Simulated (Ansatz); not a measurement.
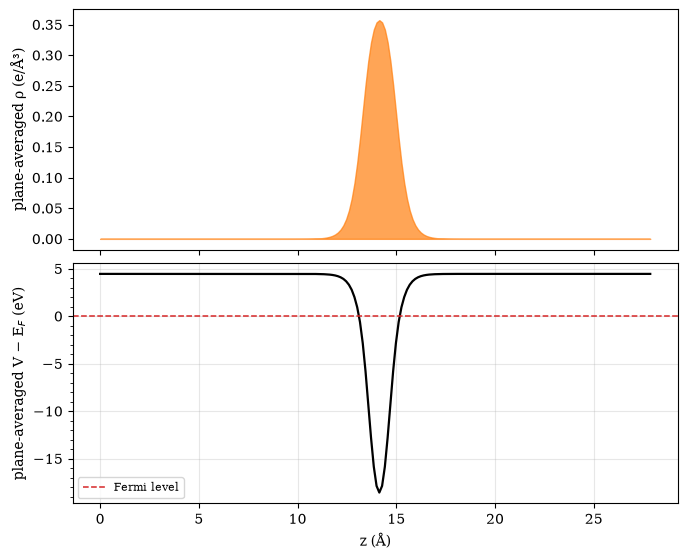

Figure. Si (slab). Plane average of the electrostatic potential (local pseudopotential plus Hartree) felt by an electron and of the valence electron density across the slab.

Not relaxed (largest force 0.8 eV/Å).

Theory: Ansatz, DFT PBE+D3(BJ), scalar-relativistic, plane waves, PAW.

In a PAW calculation such maps are meaningful between the atoms, not at the nuclei.

Question: What is the work function?

Answer: The potential is flat in the vacuum, 4.45 eV above the Fermi level; this is the work function, the same on both faces.

Question: How thick is the slab, and how wide the vacuum?

Answer: The outermost nuclei are 0.3 Å apart, in 1 atomic plane; the vacuum between periodic images is 27.7 Å wide.
